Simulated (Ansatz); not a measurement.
System: diamond-type Ge, space group Fd-3m, 2 atoms in the primitive cell, volume scaled by a factor 0.96; cubic a = 5.581 Å. Run without spin-orbit coupling: PBE, Ansatz PAW, 8×8×8 k mesh, 420 eV cutoff, Fermi-Dirac smearing of 0.05 eV (Ansatz). Run with it: PBE, Ansatz PAW, 8×8×8 k mesh, 420 eV cutoff, Fermi-Dirac smearing of 0.05 eV (Ansatz 0.2.0). Neither carries moments.

Without spin-orbit coupling the direct gaps are 0.41 eV at Γ and 1.78 eV at L.

### What does spin-orbit coupling change near the gap?

The threefold valence top at Γ (six states with spin) splits into a fourfold level on top and a twofold one 0.30 eV below it, the split-off level. The vertical gap goes from 0.41 to 0.31 eV at Γ and from 1.78 to 1.69 eV at L. A third of the splitting is 0.10 eV, which accounts for the change at Γ: the fourfold level rises by about that much. The smallest gap over all k points computed narrows from 0.31 eV (valence top at Γ, conduction bottom at L) to 0.21 eV.

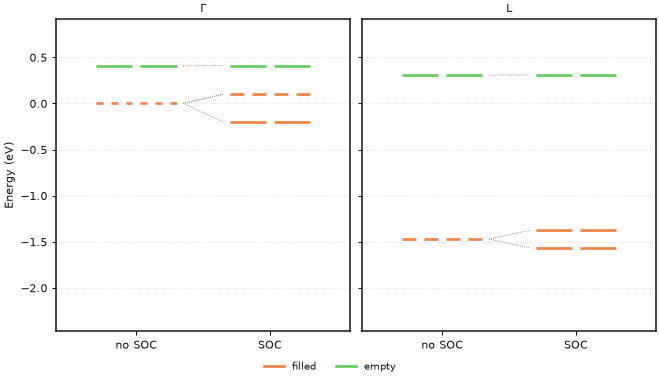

Levels at Γ and L, each bar one state with spin counted. Zero is the valence top without spin-orbit coupling, and the two sets are aligned on the mean of the six top valence states at Γ.

LDA, GGA and most meta-GGA functionals understate gaps.
